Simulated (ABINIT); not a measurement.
# Run report: Pb, phonon calculation (part 2 of 2)

Continued. System: Pb (Fd-3m, 2 atoms in the cell). Method: Kohn-Sham DFT of a periodic cell, PBE, JTH PAW PBE v2.0, no spin polarisation (ABINIT 10.8.3); cutoff 598.65 eV, 8×8×8 k-mesh, cold smearing of 0.2 eV. The structure derives from a Materials Project entry.

Geometry of the input (Å; fractional positions):
```
0.0000  3.5413  3.5413
3.5413  0.0000  3.5413
3.5413  3.5413  0.0000
Pb 0.2500  0.2500  0.2500
Pb 0.0000  0.0000  0.0000
```

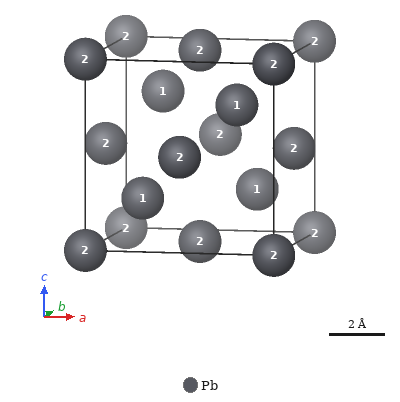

*The structure as given in the input (spheres-only view of the cell 4 times as large as that of the calculation, set on its symmetry axes, seen slightly off an axis; atoms are numbered from 1 in the order of the input).*

**What the program printed, continued**
```
 cartesian forces (eV/Angstrom) at end:
    1      0.00000000000000    -0.00000000000000     0.00000000000000
    2     -0.00000000000000     0.00000000000000    -0.00000000000000
 frms,max,avg= 1.7797137E-29 2.5256662E-29   0.000E+00  0.000E+00  0.000E+00 e/A
 length scales=  9.464066329031  9.464066329031  9.464066329031 bohr
              =  5.008168220400  5.008168220400  5.008168220400 angstroms
 Fermi (or HOMO) energy (hartree) =   0.13472   Average Vxc (hartree)=  -0.27729
 Eigenvalues (hartree) for nkpt=  29  k points:
 kpt#   1, nband= 22, wtk=  0.00195, kpt=  0.0000  0.0000  0.0000 (reduced coord)
  -0.49339   -0.49339   -0.49339   -0.49120   -0.49120   -0.47848   -0.47848   -0.47848
  -0.47821   -0.47821   -0.25846   -0.02825    0.14667    0.14667    0.14667    0.21939
   0.21939    0.21939    0.28267    0.42466    0.42466    0.42466
      occupation numbers for kpt#   1
   2.00000    2.00000    2.00000    2.00000    2.00000    2.00000    2.00000    2.00000
   2.00000    2.00000    2.00000    2.00000    0.00471    0.00471    0.00471    0.00000
   0.00000    0.00000    0.00000    0.00000    0.00000    0.00000
 prteigrs : prtvol=0 or 1, do not print more k-points.

--- !EnergyTerms
iteration_state     : {dtset: 1, }
comment             : Components of total free energy in Hartree
kinetic             :  9.98073166395820E+00
hartree             :  4.74490475168226E+01
xc                  : -5.01683174179589E+00
Ewald energy        : -7.88849204459960E+01
psp_core            :  2.19972314517281E+00
local_psp           : -1.42771408300126E+02
PAW spherical_terms :  4.46549712267217E+01
internal            : -1.22388686935243E+02
'-kT*entropy'       :  2.81844189786733E-05
total_energy        : -1.22388658750824E+02
total_energy_eV     : -3.33036506539623E+03
...

--- !EnergyTermsDC
iteration_state     : {dtset: 1, }
comment             : '"Double-counting" decomposition of free energy'
band_energy         : -1.00528215951064E+01
Ewald energy        : -7.88849204459960E+01
psp_core            :  2.19972314517281E+00
xc_dc               : -4.70888893695521E+01
PAW spherical_terms :  1.14382224728238E+01
internal            : -1.22388685792658E+02
'-kT*entropy'       :  2.81844189786733E-05
total_energy_dc     : -1.22388657608239E+02
total_energy_dc_eV  : -3.33036503430491E+03
...

--- !EnergyTermsWithPAWCore
iteration_state     : {dtset: 1, }
comment             : 'Components of total free energy, including PAW core contributions'
Total energy        : -4.17640558432083E+04
Total energy DC     : -4.17640558420657E+04
Total energy (eV)   : -1.13645785474826E+06
Total energy DC (eV): -1.13645785471717E+06
...

 Cartesian components of stress tensor (hartree/bohr^3)
  sigma(1 1)=  8.41635270E-06  sigma(3 2)=  0.00000000E+00
  sigma(2 2)=  8.41635270E-06  sigma(3 1)=  0.00000000E+00
  sigma(3 3)=  8.41635270E-06  sigma(2 1)=  0.00000000E+00

-Cartesian components of stress tensor (GPa)         [Pressure= -2.4762E-01 GPa]
- sigma(1 1)=  2.47617645E-01  sigma(3 2)=  0.00000000E+00
- sigma(2 2)=  2.47617645E-01  sigma(3 1)=  0.00000000E+00
- sigma(3 3)=  2.47617645E-01  sigma(2 1)=  0.00000000E+00

================================================================================
== DATASET  2 ==================================================================

--- !DatasetInfo
iteration_state: {dtset: 2, }
dimensions: {natom: 2, nkpt: 260, mband: 22, nsppol: 1, nspinor: 1, nspden: 1, mpw: 2996, }
cutoff_energies: {ecut:  22.0, pawecutdg:  44.0, }
electrons: {nelect:   2.80000000E+01, charge:   0.00000000E+00, occopt:   4.00000000E+00, tsmear:   7.34986000E-03, }
meta: {optdriver: 1, rfphon: 1, }
...

 mkfilename : getwfk/=0, take file _WFK from output of DATASET   1.

 Exchange-correlation functional for the present dataset will be:
  GGA: Perdew-Burke-Ernzerhof functional - ixc=11
  J.P.Perdew, K.Burke, M.Ernzerhof, PRL 77, 3865 (1996)

 Real(R)+Recip(G) space primitive vectors, cartesian coordinates (Bohr,Bohr^-1):
 R(1)=  0.0000000  6.6921055  6.6921055  G(1)= -0.0747149  0.0747149  0.0747149
 R(2)=  6.6921055  0.0000000  6.6921055  G(2)=  0.0747149 -0.0747149  0.0747149
 R(3)=  6.6921055  6.6921055  0.0000000  G(3)=  0.0747149  0.0747149 -0.0747149
 Unit cell volume ucvol=  5.9940219E+02 bohr^3
 Angles (23,13,12)=  6.00000000E+01  6.00000000E+01  6.00000000E+01 degrees
 setup1 : take into account q-point for computing boxcut.

 Coarse grid specifications (used for wave-functions):

 getcut: wavevector=  0.0000  0.0000  0.0000  ngfft=  40  40  40
         ecut(hartree)=     22.000   => boxcut(ratio)=   2.00173

 Fine grid specifications (used for densities):

 getcut: wavevector=  0.0000  0.0000  0.0000  ngfft=  60  60  60
         ecut(hartree)=     44.000   => boxcut(ratio)=   2.12316
--------------------------------------------------------------------------------

 ==>  initialize data related to q vector <==

 The list of irreducible perturbations for this q vector is:
    1)    idir= 1    ipert=   1

================================================================================

 The perturbation idir=   2  ipert=   1 is
 symmetric of a previously calculated perturbation.
 So, its SCF calculation is not needed.

 The perturbation idir=   3  ipert=   1 is
 symmetric of a previously calculated perturbation.
 So, its SCF calculation is not needed.

 The perturbation idir=   1  ipert=   2 is
 symmetric of a previously calculated perturbation.
 So, its SCF calculation is not needed.

 The perturbation idir=   2  ipert=   2 is
 symmetric of a previously calculated perturbation.
 So, its SCF calculation is not needed.

 The perturbation idir=   3  ipert=   2 is
 symmetric of a previously calculated perturbation.
 So, its SCF calculation is not needed.

--------------------------------------------------------------------------------
 Perturbation wavevector (in red.coord.)   0.000000  0.000000  0.000000
 Perturbation : displacement of atom   1   along direction   1
 Found     2 symmetries that leave the perturbation invariant.
 symkpt : the number of k-points, thanks to the symmetries,
 is reduced to   150 .

--------------------------------------------------------------------------------

--------------------------------------------------------------------------------

 dfpt_looppert : total number of electrons, from k and k+q
  fully or partially occupied states are    2.800000E+01 and    2.800000E+01.
 Initialisation of the first-order wave-functions :
  ireadwf=   0

--- !BeginCycle
iteration_state: {dtset: 2, }
solver: {iscf: 7, nstep: 80, nline: 4, wfoptalg: 10, }
tolerances: {tolvrs: 1.00E-09, }
...

     iter   2DEtotal(Ha)        deltaE(Ha) residm    vres2
-ETOT  1   1897.5214273687      3.200E+03 8.279E+01 1.648E+07
 ETOT  2   244.21439581747     -1.653E+03 6.672E+00 2.031E+06
 ETOT  3   8.8385963960790     -2.354E+02 4.362E+00 1.923E+04
 ETOT  4   5.1891004272001     -3.649E+00 1.750E+00 1.118E+04
 ETOT  5   3.8702539387786     -1.319E+00 5.184E-01 6.089E+02
 ETOT  6   3.7707066601605     -9.955E-02 2.796E-01 1.050E+02
 ETOT  7   3.7576664598127     -1.304E-02 1.284E-01 8.359E+00
 ETOT  8   3.7565680287697     -1.098E-03 6.034E-02 1.397E+00
 ETOT  9   3.7563328031937     -2.352E-04 2.928E-02 1.199E-01
 ETOT 10   3.7563125603882     -2.024E-05 1.373E-02 1.438E-02
 ETOT 11   3.7563110159798     -1.544E-06 6.839E-03 4.328E-04
 ETOT 12   3.7563109252996     -9.068E-08 3.289E-03 2.945E-05
 ETOT 13   3.7563109140555     -1.124E-08 1.652E-03 2.173E-06
 ETOT 14   3.7563109129241     -1.131E-09 8.092E-04 2.515E-07
 ETOT 15   3.7563109129250      4.547E-13 4.079E-04 1.544E-08
 ETOT 16   3.7563109127931     -1.314E-10 2.015E-04 1.117E-09
 ETOT 17   3.7563109127986      4.320E-12 1.018E-04 9.714E-11

 At SCF step   17       vres2   =  9.71E-11 < tolvrs=  1.00E-09 =>converged.
================================================================================

 ----iterations are completed or convergence reached----

 Mean square residual over all n,k,spin=   33.940E-09; max=  10.182E-05

 2DEtotal=    0.3756310913E+01 Ha. Also 2DEtotal=    0.102214427108E+03 eV
    (2DErelax=    1.3061651499E+03 Ha. 2DEnonrelax=   -1.3024088390E+03 Ha)
    (  non-var. 2DEtotal :    3.7562978535E+00 Ha)

================================================================================

 ---- first-order wavefunction calculations are completed ----

 ==> Compute Derivative Database <==

  Dynamical matrix, in cartesian coordinates,
   if specified in the inputs, asr has been imposed
     j1       j2             matrix element
  dir pert dir pert     real part    imaginary part

   1    1   1    1         0.0419412152        -0.0000000000
   1    1   1    2        -0.0419412152         0.0000000000

   2    1   2    1         0.0419412152        -0.0000000000
   2    1   2    2        -0.0419412152         0.0000000000

   3    1   3    1         0.0419412152         0.0000000000
   3    1   3    2        -0.0419412152        -0.0000000000

   1    2   1    1        -0.0419412152        -0.0000000000
   1    2   1    2         0.0419412152         0.0000000000

   2    2   2    1        -0.0419412152        -0.0000000000
   2    2   2    2         0.0419412152         0.0000000000

   3    2   3    1        -0.0419412152         0.0000000000
   3    2   3    2         0.0419412152        -0.0000000000

  Phonon wavevector (reduced coordinates) :  0.00000  0.00000  0.00000
 Phonon energies in Hartree :
   0.000000E+00  0.000000E+00  0.000000E+00  4.712600E-04  4.712600E-04
   4.712600E-04
 Phonon frequencies in cm-1    :
   0.000000E+00  0.000000E+00  0.000000E+00  1.034296E+02  1.034296E+02
   1.034296E+02

== END DATASET(S) ==============================================================
================================================================================

 -outvars: echo values of variables after computation  --------
            acell      9.4640663290E+00  9.4640663290E+00  9.4640663290E+00 Bohr
           etotal1    -1.2238865761E+02
           etotal2     3.7563109128E+00
            fcart1     1.7681899389E-31 -2.9469832316E-31  4.9116387193E-31
                      -1.7681899389E-31  2.9469832316E-31 -4.9116387193E-31
            fcart2     0.0000000000E+00  0.0000000000E+00  0.0000000000E+00
                       0.0000000000E+00  0.0000000000E+00  0.0000000000E+00
            rprim      0.0000000000E+00  7.0710678120E-01  7.0710678120E-01
                       7.0710678120E-01  0.0000000000E+00  7.0710678120E-01
                       7.0710678120E-01  7.0710678120E-01  0.0000000000E+00
           strten1     8.4163527031E-06  8.4163527031E-06  8.4163527031E-06
                       0.0000000000E+00  0.0000000000E+00  0.0000000000E+00
           strten2     0.0000000000E+00  0.0000000000E+00  0.0000000000E+00
                       0.0000000000E+00  0.0000000000E+00  0.0000000000E+00
           xangst      1.7706548550E+00  1.7706548550E+00  1.7706548550E+00
                       0.0000000000E+00  0.0000000000E+00  0.0000000000E+00
             xred      2.5000000000E-01  2.5000000000E-01  2.5000000000E-01
                       0.0000000000E+00  0.0000000000E+00  0.0000000000E+00
 Calculation completed.
```

**File anaddb.abo**
```
.Version 10.8.3 of ANADDB
================================================================================

 -outvars_anaddb: echo values of input variables ----------------------

 Miscellaneous information :
       eivec         1
         asr         1
      chneut         0
 First list of wavevector (reduced coord.) :
       nph1l         1
       qph1l
                     0.00000000E+00  0.00000000E+00  0.00000000E+00    1.000E+00

================================================================================

 read the DDB information and perform some checks

  ==== Info on the Cryst% object ====
 Real(R)+Recip(G) space primitive vectors, cartesian coordinates (Bohr,Bohr^-1):
 R(1)=  0.0000000  6.6921055  6.6921055  G(1)= -0.0747149  0.0747149  0.0747149
 R(2)=  6.6921055  0.0000000  6.6921055  G(2)=  0.0747149 -0.0747149  0.0747149
 R(3)=  6.6921055  6.6921055  0.0000000  G(3)=  0.0747149  0.0747149 -0.0747149
 Unit cell volume ucvol=  5.9940219E+02 bohr^3
 Angles (23,13,12)=  6.00000000E+01  6.00000000E+01  6.00000000E+01 degrees
 Time-reversal symmetry is present
 Reduced atomic positions [iatom, xred, symbol]:
    1)    0.2500000  0.2500000  0.2500000  Pb
    2)    0.0000000  0.0000000  0.0000000  Pb

 DDB file with 3 blocks has been read.

================================================================================

 Treat the first list of vectors

  Phonon wavevector (reduced coordinates) :  0.00000  0.00000  0.00000
 Phonon energies in Hartree :
   0.000000E+00  0.000000E+00  0.000000E+00  4.712600E-04  4.712600E-04
   4.712600E-04
 Phonon frequencies in cm-1    :
   0.000000E+00  0.000000E+00  0.000000E+00  1.034296E+02  1.034296E+02
   1.034296E+02

 Eigendisplacements
 (will be given, for each mode : in cartesian coordinates
   for each atom the real part of the displacement vector,
   then the imaginary part of the displacement vector - absolute values smaller than 1.0d-7 are set to zero)
  Mode number    1   Energy    0.000000E+00
 Attention : low frequency mode.
   (Could be unstable or acoustic mode)
   1  0.00000000E+00  0.00000000E+00 -1.15056213E-03
      0.00000000E+00  0.00000000E+00  0.00000000E+00
   2  0.00000000E+00  0.00000000E+00 -1.15056213E-03
      0.00000000E+00  0.00000000E+00  0.00000000E+00
  Mode number    2   Energy    0.000000E+00
 Attention : low frequency mode.
   (Could be unstable or acoustic mode)
   1  0.00000000E+00 -1.15056213E-03  0.00000000E+00
      0.00000000E+00  0.00000000E+00  0.00000000E+00
   2  0.00000000E+00 -1.15056213E-03  0.00000000E+00
      0.00000000E+00  0.00000000E+00  0.00000000E+00
  Mode number    3   Energy    0.000000E+00
 Attention : low frequency mode.
   (Could be unstable or acoustic mode)
   1  1.15056213E-03  0.00000000E+00  0.00000000E+00
      0.00000000E+00  0.00000000E+00  0.00000000E+00
   2  1.15056213E-03  0.00000000E+00  0.00000000E+00
      0.00000000E+00  0.00000000E+00  0.00000000E+00
  Mode number    4   Energy    4.712600E-04
   1  0.00000000E+00  0.00000000E+00  1.15056213E-03
      0.00000000E+00  0.00000000E+00  0.00000000E+00
   2  0.00000000E+00  0.00000000E+00 -1.15056213E-03
      0.00000000E+00  0.00000000E+00  0.00000000E+00
  Mode number    5   Energy    4.712600E-04
   1  0.00000000E+00 -1.15056213E-03  0.00000000E+00
      0.00000000E+00  0.00000000E+00  0.00000000E+00
   2  0.00000000E+00  1.15056213E-03  0.00000000E+00
      0.00000000E+00  0.00000000E+00  0.00000000E+00
  Mode number    6   Energy    4.712600E-04
   1  1.15056213E-03  0.00000000E+00  0.00000000E+00
      0.00000000E+00  0.00000000E+00  0.00000000E+00
   2 -1.15056213E-03  0.00000000E+00  0.00000000E+00
      0.00000000E+00  0.00000000E+00  0.00000000E+00

 Analysis of degeneracies and characters (maximum tolerance=1.00E-06 a.u.)
 For each vibration mode, or group of modes if degenerate,
 the characters are given for each symmetry operation (see the list in the log file).
 Symmetry characters of vibration mode #   1
       degenerate with vibration modes #   2 to    3
  3.0 -3.0 -1.0  1.0 -1.0  1.0 -1.0  1.0  1.0 -1.0 -1.0  1.0  1.0 -1.0 -1.0  1.0
 -0.0  0.0 -0.0  0.0  0.0 -0.0  0.0 -0.0  1.0 -1.0 -1.0  1.0 -1.0  1.0  1.0 -1.0
 -0.0  0.0  0.0 -0.0  0.0 -0.0 -0.0  0.0  1.0 -1.0  1.0 -1.0 -1.0  1.0 -1.0  1.0
 Symmetry characters of vibration mode #   4
       degenerate with vibration modes #   5 to    6
  3.0  3.0 -1.0 -1.0 -1.0 -1.0 -1.0 -1.0  1.0  1.0 -1.0 -1.0  1.0  1.0 -1.0 -1.0
 -0.0 -0.0  0.0  0.0  0.0  0.0 -0.0 -0.0  1.0  1.0 -1.0 -1.0 -1.0 -1.0  1.0  1.0
  0.0  0.0  0.0  0.0 -0.0 -0.0  0.0  0.0  1.0  1.0  1.0  1.0 -1.0 -1.0 -1.0 -1.0

================================================================================

 anaddb : the run completed successfully.
```

**Summary**

```json
{"quantity": "outcome", "value": "converged"}
{"quantity": "space group (tolerance 0.01 Å)", "value": "Fd-3m (227)"}
{"quantity": "electrons treated", "value": "28"}
{"quantity": "free energy", "value": "−3330.3650 eV"}
{"quantity": "Fermi energy of the self-consistent step", "value": "3.666 eV"}
{"quantity": "gap on the k-point mesh", "value": "none (metallic)"}
{"quantity": "pressure", "value": "−0.25 GPa"}
{"quantity": "largest force (length of the vector)", "value": "under 0.001 eV/Å"}
{"quantity": "wall time", "value": "12 min"}
{"quantity": "peak memory", "value": "1.3 GiB"}
```

Spin–orbit coupling is left out, which matters for Pb.
